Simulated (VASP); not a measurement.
# Geometry relaxation of Cs2AgBiBr6 (part 4 of 4)

The same run, continued: Cs2AgBiBr6 (10 atoms in the cell); Kohn-Sham DFT of a periodic cell, r2SCAN, VASP PAW PBE potentials, recommended, no spin polarisation (VASP 6.6.1); cutoff 600 eV, 6×6×6 k-mesh, Gaussian smearing of 0.03 eV. 

Geometry of the input (Å; fractional positions):
```
-3.9397  3.9397  5.6618
3.9397  -3.9397  5.6618
3.9397  3.9397  -5.6618
Cs 0.2500  0.7500  0.5000
Cs 0.7500  0.2500  0.5000
Bi 0.0000  0.0000  0.0000
Ag 0.5000  0.5000  0.0000
Br 0.7794  0.2798  0.0592
Br 0.2206  0.7202  0.9408
Br 0.2798  0.2206  0.5003
Br 0.7202  0.7794  0.4996
Br 0.2496  0.2496  0.0000
Br 0.7504  0.7504  0.0000
```

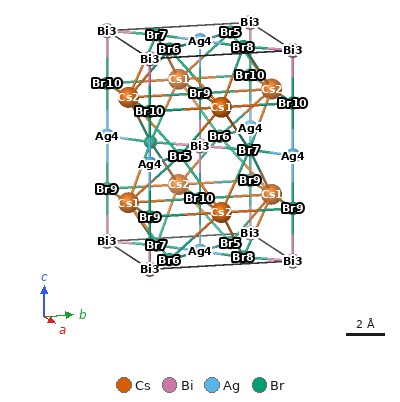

Figure 1. The starting structure (ball-and-stick view of the cell 2 times as large as that of the calculation, set on its symmetry axes, seen slightly off an axis; atoms are numbered from 1 in the order of the input). An atom can appear more than once, as a periodic image.

POSCAR:
```
Cs2AgBiBr6
1.0
   -3.9397000000      3.9397000000      5.6618000000
    3.9397000000     -3.9397000000      5.6618000000
    3.9397000000      3.9397000000     -5.6618000000
Cs Bi Ag Br
2 1 1 6
Direct
    0.2500000000      0.7500000000      0.5000000000
    0.7500000000      0.2500000000      0.5000000000
    0.0000000000      0.0000000000      0.0000000000
    0.5000000000      0.5000000000      0.0000000000
    0.7794100000      0.2797600000      0.0591700000
    0.2205900000      0.7202400000      0.9408300000
    0.2797600000      0.2205900000      0.5003500000
    0.7202400000      0.7794100000      0.4996500000
    0.2495900000      0.2495900000      0.0000000000
    0.7504100000      0.7504100000      0.0000000000
```

Command:
```bash
cat potpaw_PBE.64/Cs_sv/POTCAR potpaw_PBE.64/Bi_d/POTCAR potpaw_PBE.64/Ag/POTCAR potpaw_PBE.64/Br/POTCAR > POTCAR
mpirun -np 4 vasp_std > vasp.out
```

Results in brief:

```tsv
quantity	value
outcome	converged
space group (tolerance 0.01 Å)	I4/m (87)
electrons treated	86
free energy	−222.5283 eV
gap on the k-point mesh	1.74 eV
pressure	0.00 GPa
final volume	363.58 Å³
largest force (length of the vector) at the end	0.010 eV/Å
final cell	a = 8.031 Å, b = 8.031 Å, c = 8.031 Å, α = 120.47°, β = 120.47°, γ = 89.18°
hardware	4 threads of Intel Xeon (Granite Rapids), 64 GiB of memory available, shared host
wall time	32 min (CPU time 2.1 h)
peak memory	1.3 GiB
```

Spin–orbit coupling is left out, which matters for Bi.
